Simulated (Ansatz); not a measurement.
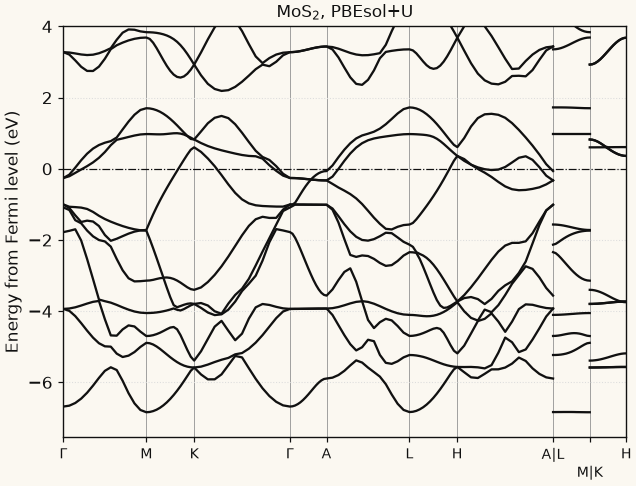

What does this figure show?

Band structure of CdI2-type MoS$_{2}$, space group P-3m1, 3 atoms in the cell (a = 3.227 Å, c = 6.312 Å (hexagonal axes)). Level of theory: PBEsol, Mo d U = 2 eV, Ansatz PAW, no spin polarisation, no spin-orbit coupling, 9×9×4 k mesh, 420 eV cutoff, Fermi-Dirac smearing of 0.05 eV; code Ansatz 0.2.0. Energies are counted from the Fermi level.

A metal: 3 bands cross the Fermi level along this path. At M the nearest levels lie 1.72 eV below and 0.97 eV above the Fermi level.

Spin-orbit coupling is left out, which matters for Mo. The PAW data sets were made with another functional. The cell is at −4 GPa in this functional. The usual form of MoS2 is the layered 2H or 3R polytype.
